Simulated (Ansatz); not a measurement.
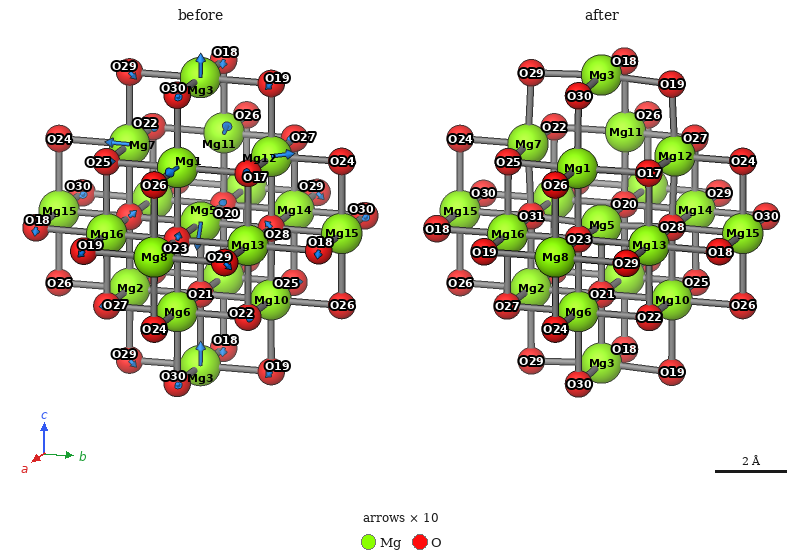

The structure of a defect cell of composition Mg16O15 (cell charge +1) before (left) and after (right) a relaxation, at one scale. The blue arrows give the displacements, magnified 10 times.

The picture is a ball-and-stick view of the atoms within 5.0 Å of the atom that moves most (axes of the larger cell on standard axes (2 times the calculation's cell)), seen slightly off an axis.

All numbers below come from DFT PBEsol, scalar-relativistic, plane waves, PAW in Ansatz. Set-up: plane-wave cutoff 420 eV; k-point mesh 2 × 2 × 2; occupations gaussian; smearing width 0.02 eV; mesh shifted by (0.5, 0.5, 0.5); collinear spin; atoms relaxed in a fixed cell; force threshold 0.03 eV/Å; at most 40 steps.

> Describe what moved and what it gained.

After 2 accepted moves (3 points after the start) the energy has fallen by 0.448 eV per cell of the calculation. The largest force component goes from 1.5 to 0.003 eV/Å. 1 step only repeated the SCF at the same geometry. The largest move is that of a Mg atom, 0.087 Å roughly along −c. Largest moves by element: Mg 0.087 Å, O 0.031 Å. The cell doesn't change. Among the contacts that change: Mg–O 2.098 → 2.020 Å, Mg–O 2.127 → 2.095 Å, Mg–O 2.101 → 2.121 Å, Mg–O 2.100 → 2.095 Å. Bond angles that change, for instance: Mg–O–Mg 90.0° → 95.5°, O–Mg–O 179.8° → 174.5°, O–Mg–O 179.2° → 174.5°.

Limits of the set-up: the periodic images lie only 7.3 Å apart, so the values are limited by the cell's size; the cell is charged, on a uniform background, and energies carry no finite-size correction.
